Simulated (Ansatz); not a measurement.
**Geometry relaxation, with input and output: HfO2 (part 1 of 2)**

HfO2 (P6₃mc, 6 atoms in the cell), computed with DFT, PBEsol, plane waves, PAW, no spin polarisation (Ansatz 0.2.0).

The structure was built on a prototype by a generator. Figures and captions count atoms from 1; the log counts them from 0 in places.

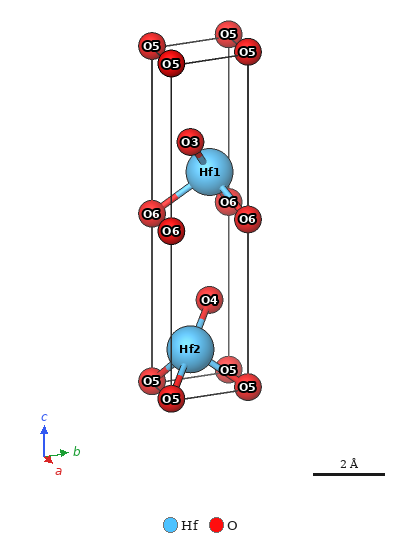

The input geometry (ball-and-stick view of the cell of the calculation, seen slightly off an axis; atoms are numbered from 1 in the order of the input).

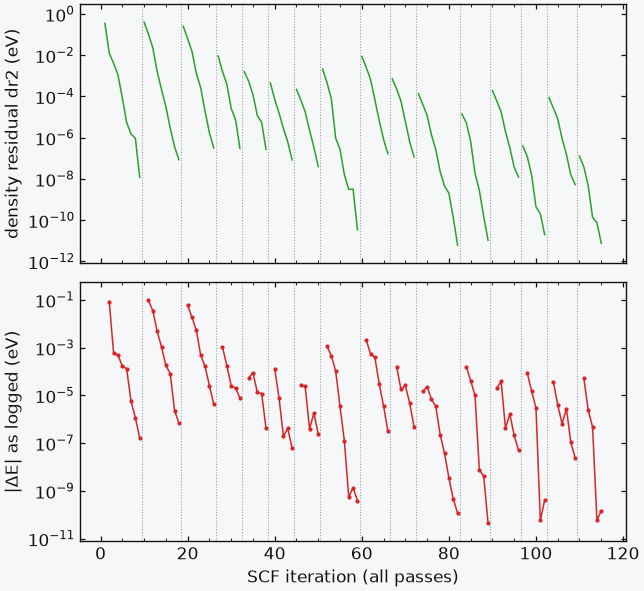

Convergence of the self-consistent field: density residual dr2 and size of the energy change against the SCF iteration. The dotted lines part the SCF passes of the relaxation: geometry steps, rejected trials and re-solves on a re-selected basis. The 16 passes take 6 to 10 iterations each, 115 in all.

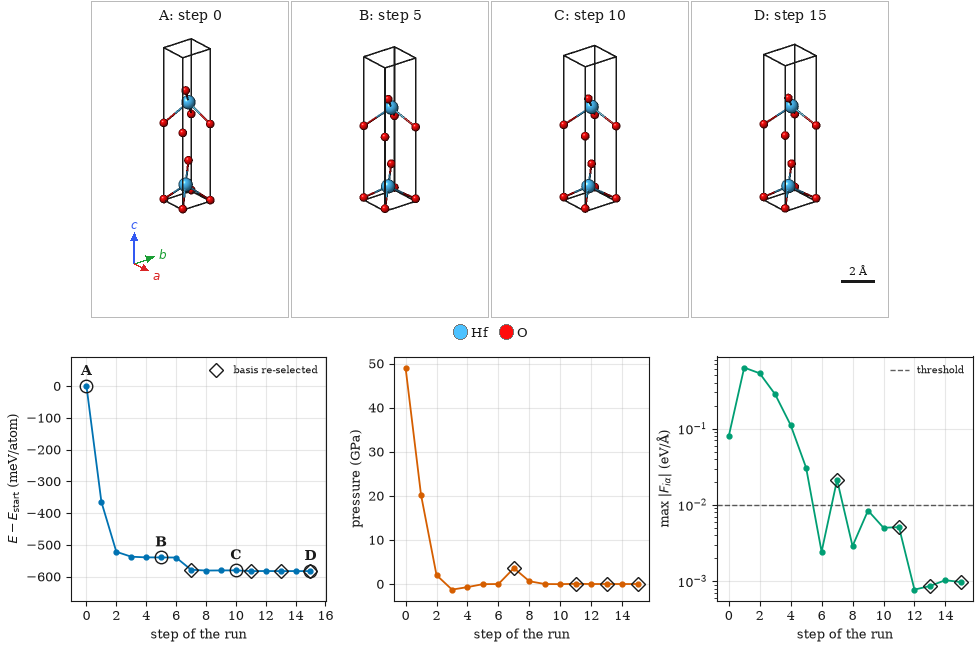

Frames of the relaxation (ball-and-stick view of the cell of the calculation, seen slightly off an axis) above the curves, on which the letters mark them (the first geometry is step 0 here and step 1 in the log).

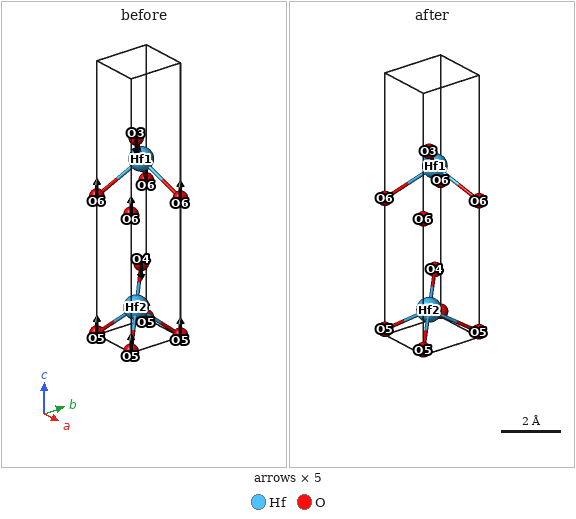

Before (left) and after (right) the relaxation, at one scale (ball-and-stick view of the cell of the calculation, seen slightly off an axis). The black arrows give the displacements (without the part carried along by the change of the cell), magnified 5 times. Over 11 geometry steps the energy falls by 582 meV per atom. The largest force component goes from 0.079 to 0.00098 eV/Å. The pressure goes from 49.09 to 0.01 GPa. The basis was re-selected 3 times at an unchanged geometry, which shifts the energy a little without any move. The largest moves relative to the cell, 0.13 Å, are those of O3, O4, O5 and O6. Hf stays in place. Cell: a = b 2.864 → 3.227 Å (+12.7 %), c 9.612 → 9.186 Å (−4.4 %). Volume +21.3 %. Distances before and after: Hf1–Hf1 2.864 → 3.227 Å, Hf1–O3 2.007 → 2.098 Å, Hf1–O6 2.007 → 2.092 Å. Among the angles that change: Hf1–O3–Hf1 91.0° → 100.5°. The space group stays P6_3mc (No. 186). The energy change given includes the shifts at the re-selections in mid-walk, which come without any move. A last SCF at the same geometry on a re-selected plane-wave basis shifts the energy by −0.1 meV per atom. (Atoms are counted from 1 in the order of the input.)

These pictures come from the run below.

## Input
```yaml
crystal:
  lattice:
    - [2.8635274, 0.0, 0.0]
    - [-1.4317637, 2.47988747, 0.0]
    - [0.0, 0.0, 9.61218423]
  atoms:
    - { symbol: Hf, position: [0.33333333, 0.66666667, 0.62501007] }
    - { symbol: Hf, position: [0.66666667, 0.33333333, 0.12501007] }
    - { symbol: O, position: [0.66666667, 0.33333333, 0.74340412] }
    - { symbol: O, position: [0.33333333, 0.66666667, 0.24340412] }
    - { symbol: O, position: [0.0, 0.0, 0.00658781] }
    - { symbol: O, position: [0.0, 0.0, 0.50658781] }
kpoints:
  mp_grid: { grid: [9, 9, 2] }
hamiltonian:
  xc: pbesol
scf:
  occupations: { method: fermi_dirac, width: 0.03 }
relax:
  f_tol: 0.01
  cell: {}
  max_steps: 120
```

Launched with:
```bash
ansatz run input.yaml --threads 2 --pin off --max-ram 2211MiB --backend cpu --events-out ev --progress --plain --runs-dir out
```

## Log
```
Engine: ansatz 0.2.0, aarch64-unknown-linux-gnu
Pseudopotentials: kind: paw
Pseudopotential: Hf, paw, valence charge 26, recommended cutoff 420 eV (normal), Hf.paw.azcp
Pseudopotential: O, paw, valence charge 6, recommended cutoff 420 eV (normal), O.paw.azcp
Functional definition: PBEsol
  exchange = pbesol_x
  correlation = pbesol_c
Crystal: 6 atoms, lattice volume = 68.258 Å³
Basis set: ecut = 420 eV, 1341 PW (Γ), exchange–correlation on 40×40×144 points (8 copies of the dense FFT grid, shifted against one another)
Bands: 46, of which v1, the nominal top of the filled ones, is band 38 counted from 1 (37 counted from 0)
Symmetry: 12 space group operations
Space group: P63mc (ITA 186), of the structure as read, at distance tolerance 4.1e-5 Å
k-points: 24 of 162
Non-local potential: Hf, projectors of the file, l = 0: 3, l = 1: 2, l = 2: 2, l = 3: 3
Non-local potential: O, projectors of the file, l = 0: 2, l = 1: 2, l = 2: 1
PAW form: soft (Blöchl's): semilocal exchange-correlation on the pseudo side does not see the compensation charge
PAW frozen core: Hf, regenerated for the run's functional, and the local potential with it (the file was generated under x = pbe(κ = 0.804, μ = 0.2195149727645171), c = pbe(β = 0.06672455060314922))
PAW frozen core: O, regenerated for the run's functional, and the local potential with it (the file was generated under x = pbe(κ = 0.804, μ = 0.2195149727645171), c = pbe(β = 0.06672455060314922))
PAW one-centre angular grid: Hf, 590 points (default); XC on 64 Gauss nodes
PAW one-centre angular grid: O, 110 points (default); XC on 64 Gauss nodes
Initial density: superposition of atomic densities (neutral atoms: chi_scale 0, normalization atom), corrected by the library's trained network
Initial wavefunctions: pseudopotential atomic-orbital guess
Functional: x = pbesol(κ = 0.804, μ = 0.12345679012345678), c = pbesol(β = 0.046)
SCF iter   1: F=—  HF=-33445.551943 eV  |F-HF|=—  |Δ(HF+E_count)|=         —  Δρ=2.46e-2  dr2=3.49e-1  ethr=1.77e-3  ⟨swp⟩=6.1  Hψ=4089  notcnv=0  defer=2
preconditioner: auto → Resta (q_TF=auto, 2.778 Å⁻¹)  ε∞=5.3  [insulator: Δε(μ)=3.319 eV  Ē_g=18.402 eV  σ=0.030 eV  W_gap=1.00  n_scr=26 (ndim 8)  ℏωp=38.1 eV  f_vac=0.178  D(μ)=0.00/eV (n_scr^D=0)  ε∞_Penn≈5.3]
SCF iter   2: F=—  HF=-33445.466630 eV  |F-HF|=—  |Δ(HF+E_count)|=   8.53e-2  Δρ=4.44e-3  dr2=1.24e-2  ethr=4.59e-4  ⟨swp⟩=2.1  Hψ=2059  notcnv=0  defer=59
SCF iter   3: F=—  HF=-33445.466054 eV  |F-HF|=—  |Δ(HF+E_count)|=   5.76e-4  Δρ=2.32e-3  dr2=3.99e-3  ethr=1.63e-5  ⟨swp⟩=2.0  Hψ=1818  notcnv=0  defer=59
SCF iter   4: F=—  HF=-33445.466540 eV  |F-HF|=—  |Δ(HF+E_count)|=   4.85e-4  Δρ=1.06e-3  dr2=1.10e-3  ethr=5.25e-6  ⟨swp⟩=2.0  Hψ=1664  notcnv=0  defer=59
SCF iter   5: F=—  HF=-33445.466372 eV  |F-HF|=—  |Δ(HF+E_count)|=   1.68e-4  Δρ=3.25e-4  dr2=8.39e-5  ethr=1.45e-6  ⟨swp⟩=2.0  Hψ=1956  notcnv=0  defer=59
SCF iter   6: F=—  HF=-33445.466501 eV  |F-HF|=—  |Δ(HF+E_count)|=   1.30e-4  Δρ=9.06e-5  dr2=5.37e-6  ethr=1.10e-7  ⟨swp⟩=2.0  Hψ=1957  notcnv=0  defer=59
SCF iter   7: F=—  HF=-33445.466507 eV  |F-HF|=—  |Δ(HF+E_count)|=   5.58e-6  Δρ=4.90e-5  dr2=1.49e-6  ethr=7.06e-9  ⟨swp⟩=2.0  Hψ=1821  notcnv=0  defer=59
SCF iter   8: F=—  HF=-33445.466508 eV  |F-HF|=—  |Δ(HF+E_count)|=   1.17e-6  Δρ=3.84e-5  dr2=9.20e-7  ethr=1.96e-9  ⟨swp⟩=2.0  Hψ=1957  notcnv=0  defer=59
SCF iter   9: F=-33445.466508 eV  HF=-33445.466508 eV  |F-HF|=1.08e-8  |Δ(HF+E_count)|=   1.59e-7  Δρ=4.79e-6  dr2=1.16e-8  ethr=1.32e-10  ⟨swp⟩=4.0  Hψ=5482  notcnv=0
SCF 1 converged in 9 iterations: F = -33445.466508 eV  dr2 = 1.16e-8
  greatest PAW one-centre occupation: 0.999 electrons in one spin orbital (limit 2), on the Hf atom at site 1 (counted from 0), in its partial waves of l = 3
relax step   1: F+E_penalty+E_count = -33445.46650825 eV  Δ(F+E_penalty+E_count) = +0.000e0 eV  max|allowed force component| = 7.929e-2 eV/Å  Δτ_max = 0.0000 Å  P = +49.086 GPa  Ω = 68.258 Å³  (9 SCF iters, dr2 threshold 1.00e-7 eV, accepted)
Crystal: 6 atoms, lattice volume = 74.568 Å³
Basis set: ecut = 420 eV, 1399 PW (Γ), exchange–correlation on 40×40×144 points (8 copies of the dense FFT grid, shifted against one another)
Initial density: handed on by an earlier stage of this run
Initial wavefunctions: those handed on with the density
iter 1 solved again at ethr=5.19e-4 eV; its pass at ethr=3.10e-3 eV (dr2=3.95e-1 eV) is discarded
SCF iter   1: F=—  HF=-33447.789601 eV  |F-HF|=—  |Δ(HF+E_count)|=         —  Δρ=1.47e-2  dr2=4.00e-1  ethr=5.19e-4  ⟨swp⟩=1.6  Hψ=5829  notcnv=0
preconditioner: auto → Resta (q_TF=auto, 2.737 Å⁻¹)  ε∞=5.1  [insulator: Δε(μ)=4.135 eV  Ē_g=18.076 eV  σ=0.030 eV  W_gap=1.00  n_scr=26 (ndim 8)  ℏωp=36.5 eV  f_vac=0.192  D(μ)=0.00/eV (n_scr^D=0)  ε∞_Penn≈5.1]
SCF iter   2: F=—  HF=-33447.693585 eV  |F-HF|=—  |Δ(HF+E_count)|=   9.60e-2  Δρ=7.85e-3  dr2=1.05e-1  ethr=5.19e-4  ⟨swp⟩=2.3  Hψ=1549  notcnv=0
SCF iter   3: F=—  HF=-33447.658434 eV  |F-HF|=—  |Δ(HF+E_count)|=   3.52e-2  Δρ=4.49e-3  dr2=2.26e-2  ethr=1.38e-4  ⟨swp⟩=3.5  Hψ=2176  notcnv=0  defer=2
SCF iter   4: F=—  HF=-33447.653554 eV  |F-HF|=—  |Δ(HF+E_count)|=   4.88e-3  Δρ=1.35e-3  dr2=1.62e-3  ethr=2.98e-5  ⟨swp⟩=2.9  Hψ=2150  notcnv=0  defer=4
SCF iter   5: F=—  HF=-33447.654626 eV  |F-HF|=—  |Δ(HF+E_count)|=   1.07e-3  Δρ=4.57e-4  dr2=2.17e-4  ethr=2.14e-6  ⟨swp⟩=2.0  Hψ=1847  notcnv=0  defer=4
SCF iter   6: F=—  HF=-33447.654448 eV  |F-HF|=—  |Δ(HF+E_count)|=   1.78e-4  Δρ=2.62e-4  dr2=3.19e-5  ethr=2.85e-7  ⟨swp⟩=2.0  Hψ=2011  notcnv=0  defer=4
SCF iter   7: F=—  HF=-33447.654529 eV  |F-HF|=—  |Δ(HF+E_count)|=   8.16e-5  Δρ=6.52e-5  dr2=2.84e-6  ethr=4.20e-8  ⟨swp⟩=2.1  Hψ=2013  notcnv=0  defer=4
SCF iter   8: F=—  HF=-33447.654532 eV  |F-HF|=—  |Δ(HF+E_count)|=   2.29e-6  Δρ=2.16e-5  dr2=3.61e-7  ethr=7.89e-10  ⟨swp⟩=5.0  Hψ=4816  notcnv=0
SCF iter   9: F=-33447.654532 eV  HF=-33447.654532 eV  |F-HF|=2.34e-8  |Δ(HF+E_count)|=   6.92e-7  Δρ=1.18e-5  dr2=8.42e-8  ethr=4.75e-10  ⟨swp⟩=5.0  Hψ=4611  notcnv=0
SCF 2 converged in 9 iterations: F = -33447.654532 eV  dr2 = 8.42e-8
[... from here on the iterations of each SCF are left out, up to the last one ...]
relax step   2: F+E_penalty+E_count = -33447.65453234 eV  Δ(F+E_penalty+E_count) = -2.188e0 eV  max|allowed force component| = 6.299e-1 eV/Å  Δτ_max = 0.0349 Å  P = +20.216 GPa  Ω = 74.568 Å³  energy of the carried Pulay correction = -2.899e-2 eV  (9 SCF iters, dr2 threshold 6.00e-7 eV, accepted)
Crystal: 6 atoms, lattice volume = 80.660 Å³
Basis set: ecut = 420 eV, 1555 PW (Γ), exchange–correlation on 40×40×144 points (8 copies of the dense FFT grid, shifted against one another)
preconditioner: auto → Resta (q_TF=auto, 2.701 Å⁻¹)  ε∞=4.9  [insulator: Δε(μ)=4.511 eV  Ē_g=17.814 eV  σ=0.030 eV  W_gap=1.00  n_scr=38 (ndim 8)  ℏωp=35.1 eV  f_vac=0.211  D(μ)=0.00/eV (n_scr^D=0)  ε∞_Penn≈4.9]
SCF 3 converged in 8 iterations: F = -33448.596739 eV  dr2 = 3.11e-7
relax step   3: F+E_penalty+E_count = -33448.59673940 eV  Δ(F+E_penalty+E_count) = -9.422e-1 eV  max|allowed force component| = 5.306e-1 eV/Å  Δτ_max = 0.0589 Å  P = +2.032 GPa  Ω = 80.660 Å³  energy of the carried Pulay correction = -5.466e-2 eV  (8 SCF iters, dr2 threshold 6.00e-7 eV, accepted)
Crystal: 6 atoms, lattice volume = 80.899 Å³
Basis set: ecut = 420 eV, 1591 PW (Γ), exchange–correlation on 40×40×144 points (8 copies of the dense FFT grid, shifted against one another)
preconditioner: auto → Resta (q_TF=auto, 2.700 Å⁻¹)  ε∞=4.9  [insulator: Δε(μ)=4.521 eV  Ē_g=17.804 eV  σ=0.030 eV  W_gap=1.00  n_scr=36 (ndim 8)  ℏωp=35.0 eV  f_vac=0.195  D(μ)=0.00/eV (n_scr^D=0)  ε∞_Penn≈4.9]
SCF 4 converged in 6 iterations: F = -33448.689679 eV  dr2 = 3.08e-7
relax step   4: F+E_penalty+E_count = -33448.68967900 eV  Δ(F+E_penalty+E_count) = -9.294e-2 eV  max|allowed force component| = 2.811e-1 eV/Å  Δτ_max = 0.0109 Å  P = -1.264 GPa  Ω = 80.899 Å³  energy of the carried Pulay correction = -5.563e-2 eV  (6 SCF iters, dr2 threshold 6.00e-7 eV, accepted)
Crystal: 6 atoms, lattice volume = 80.022 Å³
Basis set: ecut = 420 eV, 1615 PW (Γ), exchange–correlation on 40×40×144 points (8 copies of the dense FFT grid, shifted against one another)
preconditioner: auto → Resta (q_TF=auto, 2.705 Å⁻¹)  ε∞=4.9  [insulator: Δε(μ)=4.538 eV  Ē_g=17.823 eV  σ=0.030 eV  W_gap=1.00  n_scr=36 (ndim 8)  ℏωp=35.2 eV  f_vac=0.186  D(μ)=0.00/eV (n_scr^D=0)  ε∞_Penn≈4.9]
SCF 5 converged in 6 iterations: F = -33448.702494 eV  dr2 = 2.71e-7
relax step   5: F+E_penalty+E_count = -33448.70249380 eV  Δ(F+E_penalty+E_count) = -1.281e-2 eV  max|allowed force component| = 1.114e-1 eV/Å  Δτ_max = 0.0022 Å  P = -0.697 GPa  Ω = 80.022 Å³  energy of the carried Pulay correction = -5.207e-2 eV  (6 SCF iters, dr2 threshold 6.00e-7 eV, accepted)
Crystal: 6 atoms, lattice volume = 79.959 Å³
preconditioner: auto → Resta (q_TF=auto, 2.705 Å⁻¹)  ε∞=4.9  [insulator: Δε(μ)=4.574 eV  Ē_g=17.829 eV  σ=0.030 eV  W_gap=1.00  n_scr=36 (ndim 8)  ℏωp=35.2 eV  f_vac=0.188  D(μ)=0.00/eV (n_scr^D=0)  ε∞_Penn≈4.9]
SCF 6 converged in 6 iterations: F = -33448.703631 eV  dr2 = 8.28e-8
relax step   6: F+E_penalty+E_count = -33448.70363087 eV  Δ(F+E_penalty+E_count) = -1.137e-3 eV  max|allowed force component| = 3.076e-2 eV/Å  Δτ_max = 0.0060 Å  P = -0.023 GPa  Ω = 79.959 Å³  energy of the carried Pulay correction = -5.181e-2 eV  (6 SCF iters, dr2 threshold 6.00e-7 eV, accepted)
Crystal: 6 atoms, lattice volume = 79.614 Å³
preconditioner: auto → Resta (q_TF=auto, 2.707 Å⁻¹)  ε∞=4.9  [insulator: Δε(μ)=4.554 eV  Ē_g=17.830 eV  σ=0.030 eV  W_gap=1.00  n_scr=36 (ndim 8)  ℏωp=35.3 eV  f_vac=0.184  D(μ)=0.00/eV (n_scr^D=0)  ε∞_Penn≈4.9]
SCF 7 converged in 6 iterations: F = -33448.705211 eV  dr2 = 3.90e-8
relax step   7: F+E_penalty+E_count = -33448.70521105 eV  Δ(F+E_penalty+E_count) = -1.580e-3 eV  max|allowed force component| = 2.439e-3 eV/Å  Δτ_max = 0.0050 Å  P = +0.004 GPa  Ω = 79.614 Å³  energy of the carried Pulay correction = -5.040e-2 eV  (6 SCF iters, dr2 threshold 5.91e-8 eV, accepted)
Basis set: ecut = 420 eV, 1591 PW (Γ), exchange–correlation on 48×48×128 points (8 copies of the dense FFT grid, shifted against one another)
Initial wavefunctions: pseudopotential atomic-orbital guess (no wavefunctions were taken with the density)
preconditioner: auto → Resta (q_TF=auto, 2.707 Å⁻¹)  ε∞=4.9  [insulator: Δε(μ)=4.563 eV  Ē_g=17.828 eV  σ=0.030 eV  W_gap=1.00  n_scr=36 (ndim 8)  ℏωp=35.3 eV  f_vac=0.187  D(μ)=0.00/eV (n_scr^D=0)  ε∞_Penn≈4.9]
SCF 8 converged in 9 iterations: F = -33448.935517 eV  dr2 = 3.40e-11
relax step   8: F+E_penalty+E_count = -33448.93551712 eV  Δ(F+E_penalty+E_count) = -2.303e-1 eV  max|allowed force component| = 2.129e-2 eV/Å  Δτ_max = 0.0000 Å  P = +3.605 GPa  Ω = 79.614 Å³  stress off target by 4.98e0 GPa  SCF on the basis re-selected at this cell (its energy is not comparable with the rows above)  (9 SCF iters)
basis re-selected at this cell: Δ(F+E_penalty+E_count) = -2.303e-1 eV, ΔP = +3.601 GPa vs the last step (what re-selecting the basis moved, of the pressure what is left beyond the Pulay correction that the steps carried, after the strain that the cell walked since its last selection, with what the two solves' SCF thresholds leave and, on support functions, any second-order correction that the steps lacked; it is no measure of the basis error at this ecutwfc). The dense FFT grid was sized anew with the basis: this SCF ran on 24×24×64 points, the steps before it on 20×20×72, so part of this shift can come from that change (see relax.cell in the input reference). This SCF's stress stands 4.98e0 GPa from its target on what of the cell is left free (relax.cell.stress_tol is 5.00e-2 GPa) and its largest allowed force component is 2.13e-2 eV/Å (relax.f_tol is 1.00e-2 eV/Å): not within both, so this SCF does not close the relaxation
Crystal: 6 atoms, lattice volume = 81.384 Å³
Basis set: ecut = 420 eV, 1615 PW (Γ), exchange–correlation on 48×48×128 points (8 copies of the dense FFT grid, shifted against one another)
preconditioner: auto → Resta (q_TF=auto, 2.697 Å⁻¹)  ε∞=4.9  [insulator: Δε(μ)=4.602 eV  Ē_g=17.740 eV  σ=0.030 eV  W_gap=1.00  n_scr=36 (ndim 8)  ℏωp=34.9 eV  f_vac=0.197  D(μ)=0.00/eV (n_scr^D=0)  ε∞_Penn≈4.9]
SCF 9 converged in 7 iterations: F = -33448.951230 eV  dr2 = 1.64e-7
relax step   9: F+E_penalty+E_count = -33448.95123031 eV  Δ(F+E_penalty+E_count) = -1.571e-2 eV  max|allowed force component| = 2.893e-3 eV/Å  Δτ_max = 0.0173 Å  P = +0.635 GPa  Ω = 81.384 Å³  energy of the carried Pulay correction = -8.718e-3 eV  (7 SCF iters, dr2 threshold 6.00e-7 eV, accepted)
Crystal: 6 atoms, lattice volume = 81.970 Å³
preconditioner: auto → Resta (q_TF=auto, 2.694 Å⁻¹)  ε∞=4.9  [insulator: Δε(μ)=4.598 eV  Ē_g=17.735 eV  σ=0.030 eV  W_gap=1.00  n_scr=36 (ndim 8)  ℏωp=34.8 eV  f_vac=0.199  D(μ)=0.00/eV (n_scr^D=0)  ε∞_Penn≈4.9]
SCF 10 converged in 6 iterations: F = -33448.949053 eV  dr2 = 1.15e-7
```
